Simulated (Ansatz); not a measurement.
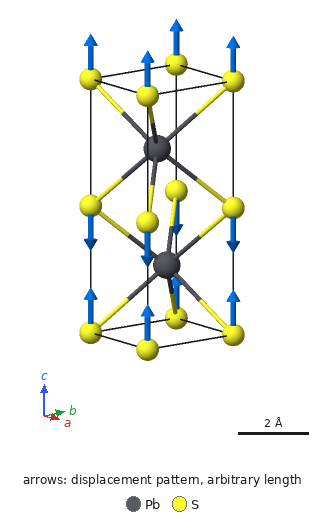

One vibrational mode of a crystal of PbS (a generated structure) at the zone centre. Displacements are drawn as blue arrows; their common scale and sign are arbitrary. Style: ball-and-stick. Shown: the cell of the calculation, slightly off an axis.

The calculation used Ansatz, DFT PBE, scalar-relativistic, plane waves, PAW.

Input
```yaml
crystal:
  lattice:
    - [4.1266729668, 2.89e-08, 0.0]
    - [-2.0633365084, 3.5738036079, 0.0]
    - [0.0, 0.0, 7.3569321702]
  atoms:
    - { symbol: Pb, position: [0.6666666667, 0.3333333333, 0.75] }
    - { symbol: Pb, position: [0.3333333333, 0.6666666667, 0.25] }
    - { symbol: S, position: [0.0, 0.0, 0.0] }
    - { symbol: S, position: [0.0, 0.0, 0.5] }
basis:
  ecutwfc: 420
kpoints:
  mp_grid: { grid: [12, 12, 6] }
hamiltonian:
  xc: pbe
scf:
  occupations: { method: fixed }
output:
  eigenvalues: true
phonons:
  method: dfpt
  eigenvectors: true
  qmesh: [2, 2, 1]
  temperatures: { t_max: 1000, t_step: 100 }
  qpath:
    path:
      - [[0.0, 0.0, 0.0], [0.5, 0.0, 0.0], [0.33333333, 0.33333333, 0.0], [0.0, 0.0, 0.0], [0.0, 0.0, 0.5], [0.5, 0.0, 0.5], [0.33333333, 0.33333333, 0.5], [0.0, 0.0, 0.5]]
      - [[0.5, 0.0, 0.5], [0.5, 0.0, 0.0]]
      - [[0.33333333, 0.33333333, 0.5], [0.33333333, 0.33333333, 0.0]]
    npoints: 8
```

Command:
```bash
ansatz run input.yaml --threads 1 --pin off --max-ram 3072MiB --backend cpu --events-out ev --progress --plain --runs-dir out
```

Frequencies are those without the non-analytic (LO–TO) term.

Question: Describe the mode and give its frequency.

Answer: This is the B₂u mode at 7.19 THz, the highest optical level (1 lower level is imaginary, so the structure is unstable), silent by symmetry (neither infrared- nor Raman-active). The Pb atoms stay at rest; all motion is along c; atoms of one kind move against one another, with no net shift of their sublattice.
